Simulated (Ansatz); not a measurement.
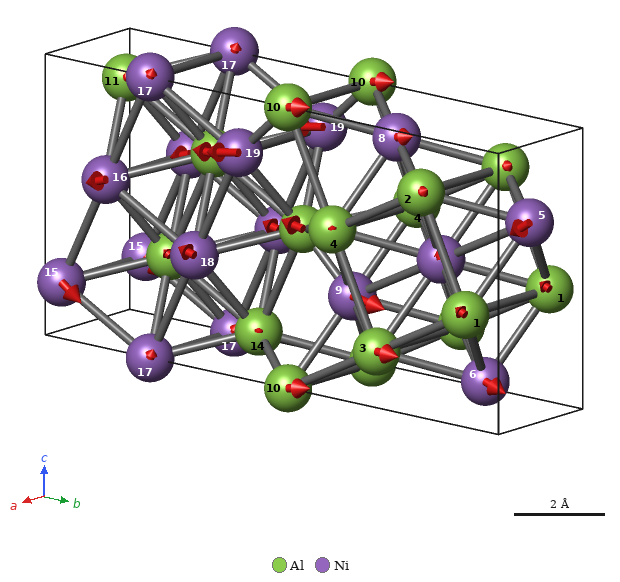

A relaxation of an interface cell of composition AlNi. The starting structure is drawn; red arrows show the displacements (the part carried along by the change of the cell is left out), magnified 3 times.

The picture is a ball-and-stick view of the cell of the calculation, reduced to other axes, seen from a free direction. Lengths and directions refer to the drawn axes.

Case: symmetric tilt boundary Sigma 5 (2 1 0), mirror between planes, shift [0.5, 0.5].

The calculation used DFT PBE, scalar-relativistic, plane waves, PAW in Ansatz.

Input file:
```yaml
crystal:
  lattice:
    - [2.8930835297, 0.0, 0.0]
    - [0.0, 6.4691314369, 0.0]
    - [0.0, 0.0, 13.2382628738]
  atoms:
    - { symbol: Al, position: [0.0, 0.4, 0.0733003812] }
    - { symbol: Al, position: [0.0, 0.8, 0.1710342229] }
    - { symbol: Al, position: [0.0, 0.2, 0.2687680645] }
    - { symbol: Al, position: [0.0, 0.6, 0.3665019062] }
    - { symbol: Ni, position: [0.5, 0.7, 0.0244334604] }
    - { symbol: Ni, position: [0.5, 0.1, 0.1221673021] }
    - { symbol: Ni, position: [0.5, 0.5, 0.2199011437] }
    - { symbol: Ni, position: [0.5, 0.9, 0.3176349854] }
    - { symbol: Ni, position: [0.5, 0.3, 0.415368827] }
    - { symbol: Al, position: [0.0, 0.0, 0.4642357478] }
    - { symbol: Al, position: [0.5, 0.9, 0.915368827] }
    - { symbol: Al, position: [0.5, 0.3, 0.8176349854] }
    - { symbol: Al, position: [0.5, 0.7, 0.7199011437] }
    - { symbol: Al, position: [0.5, 0.1, 0.6221673021] }
    - { symbol: Ni, position: [0.0, 0.2, 0.9642357478] }
    - { symbol: Ni, position: [0.0, 0.6, 0.8665019062] }
    - { symbol: Ni, position: [0.0, 0.0, 0.7687680645] }
    - { symbol: Ni, position: [0.0, 0.4, 0.6710342229] }
    - { symbol: Ni, position: [0.0, 0.8, 0.5733003812] }
    - { symbol: Al, position: [0.5, 0.5, 0.5244334604] }
basis:
  ecutwfc: 420
kpoints:
  mp_grid: { grid: [12, 6, 3] }
hamiltonian:
  xc: pbe
scf:
  occupations: { method: gaussian, width: 0.1 }
output:
  forces: true
  stress: true
  eigenvalues: true
  populations: true
  write_density: true
  write_potential: true
  elf: true
  volumetric_format: npy
relax:
  adjacent_minimum: "off"
  f_tol: 0.02
  max_steps: 60
  cell: { fix: [a, b, alpha, beta, gamma], stress_tol: 0.1 }
```

Launched with:
```bash
ansatz run input.yaml --threads 4 --pin off --max-ram 11264MiB --backend cpu --events-out ev --progress --plain --runs-dir out
```

### Atoms of which element are displaced furthest, and by how much?

Nickel: up to 0.32 Å, against 0.22 Å for aluminium.

### Describe the change and its energy.

The largest moves relative to the cell, 0.32 Å, are those of Ni9 and Ni19. Ni9 goes along [0 3 −1]. Largest moves by element: Ni 0.32 Å, Al 0.22 Å. The volume changes by +3.2 %, with a unchanged at 2.893 Å, b 13.238 → 13.668 Å (+3.2 %), c unchanged at 6.469 Å. Some distances before and after: Al10–Ni19 1.939 → 2.448 Å, Al1–Ni15 1.939 → 2.306 Å, Ni16–Ni17 2.893 → 3.141 Å, Al10–Al14 2.623 → 2.850 Å. After 4 accepted moves (5 points after the start) the energy has fallen by 4.094 eV per cell of the calculation. Largest force component: 4.9 eV/Å at the start, 0.0083 eV/Å at the end. Pressure: 8.45 GPa at the start and −0.61 GPa at the end. The SCF was repeated once at an unchanged geometry on a basis and grid sized afresh for the cell, which shifted the energy by 3.9 meV per cell of the calculation at most.

Limits of the set-up: an element that often carries a moment was run without spin polarisation.
